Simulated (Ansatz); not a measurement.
# Calculations on HfO₂

Part 1: A change

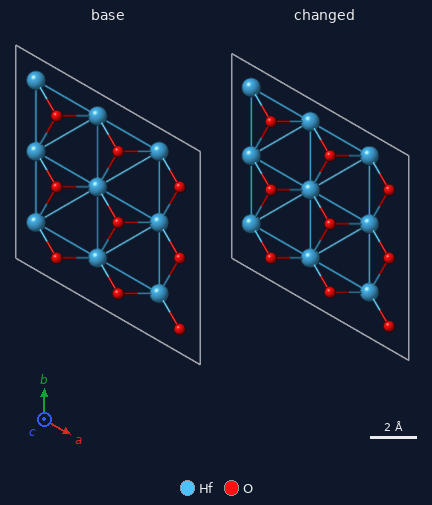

Left: a slab of composition HfO$_{2}$ at its r2SCAN-relaxed geometry. Right: the same structure after one change, at the same scale. A ball-and-stick model of the 3 × 3 repeat of the cell, outlined in the plane, without the vacuum, seen along the c axis.

All numbers below come from DFT, PBE, plane waves, PAW in Ansatz. Settings: plane-wave cutoff 420 eV; k-point mesh 12 × 12 × 1; occupations fermi dirac; smearing width 0.02 eV; no spin polarisation.

### Which change leads from the left to the right?

The cell is strained by 0.0 % along the normal (+c) and −4.0 % across it (volume −7.8 %). The atoms were relaxed with r2SCAN under that strain, and this is a single point on that geometry.

### And its effect?

The energy rises by 100 meV per atom. The largest forces, 0.5 eV/Å, act on 2 O atoms of the calculation's cell. Among the bonded contacts that change: Hf–Hf 3.096 → 2.972 Å, Hf–O 2.127 → 2.080 Å. The space group stays P-6m2 (No. 187).

Part 2: Distortion

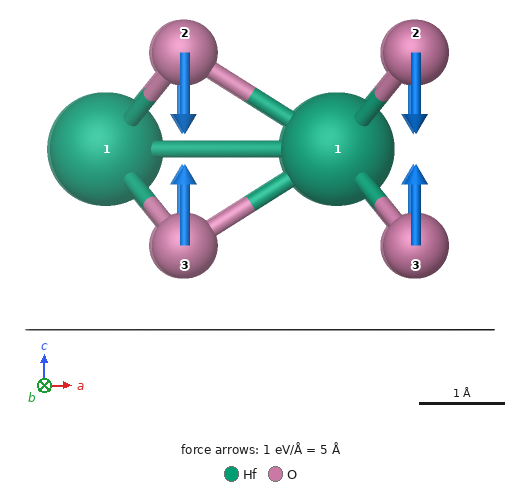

A changed version of a slab of composition HfO$_{2}$ at its r2SCAN-relaxed geometry, with the computed forces as blue arrows. A ball-and-stick model of the 2 × 2 repeat of the cell, outlined in the plane, without the vacuum, seen along the b axis.

Method: DFT, HSE06, plane waves, PAW (Ansatz 0.2.0). Settings: plane-wave cutoff 420 eV; k-point mesh 6 × 6 × 1; occupations fixed; no spin polarisation.

**Where do the forces point?**

The cell is strained by +2.5 % within the plane and none across it (volume +2.5 %). The atoms were relaxed with r2SCAN under that strain, and this is a single point on that geometry. The energy rises by 6.9 meV per atom. The largest forces, 0.19 eV/Å, act on O2 and O3; on O2 it points along the normal (−c). The band gap goes from 3.55 to 3.45 eV. Near-neighbour distances before and after: Hf–Hf 3.096 → 3.115 to 3.173 Å, Hf–O 2.127 → 2.127 to 2.151 Å. The space group (tolerance 0.01 Å) goes from P-6m2 (No. 187) to Amm2 (No. 38).

Part 3: Distortion

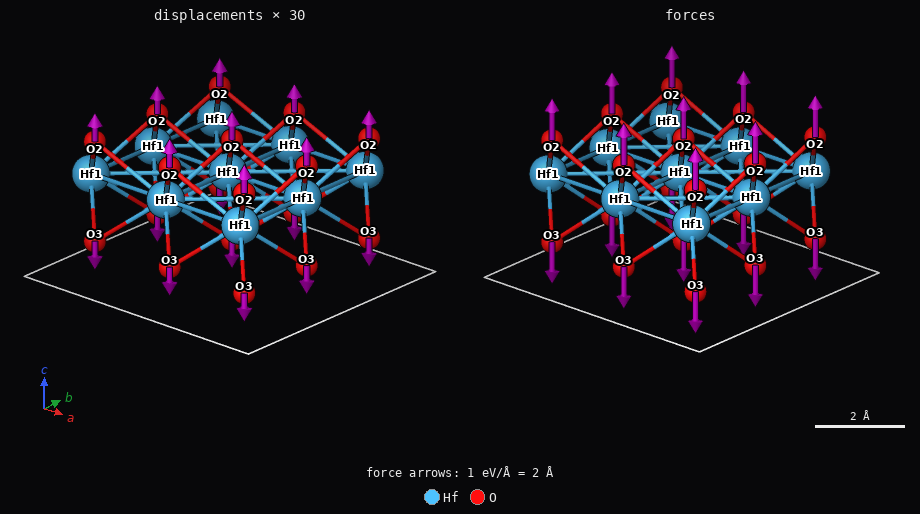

Left: a slab of composition HfO$_{2}$ at its r2SCAN-relaxed geometry, with purple arrows for the displacements applied to it (without the part that the change of the cell carries along). Right: the displaced structure with the computed forces. The picture is a ball-and-stick view of the 3 × 3 repeat of the cell, outlined in the plane, without the vacuum, seen slightly off an axis.

Method: Ansatz, DFT, PBE, plane waves, PAW. Set-up: plane-wave cutoff 420 eV; k-point mesh 12 × 12 × 1; occupations fermi dirac; smearing width 0.02 eV; no spin polarisation.

Question: Where do the forces point?

Answer: The cell is strained by 0.0 % along the normal (+c) and −4.0 % across it (volume −7.8 %). The atoms were relaxed with r2SCAN under that strain, and this is a single point on that geometry. Some distances before and after: Hf–Hf 3.096 → 2.972 Å, Hf–O 2.127 → 2.080 Å. The space group stays P-6m2 (No. 187). The energy rises by 100 meV per atom. The largest forces, 0.5 eV/Å, act on O2 and O3; on O2 it points along the normal (+c). The band gap goes from 2.05 to 2.27 eV. The forces point along the displacements (cosine 1.00).
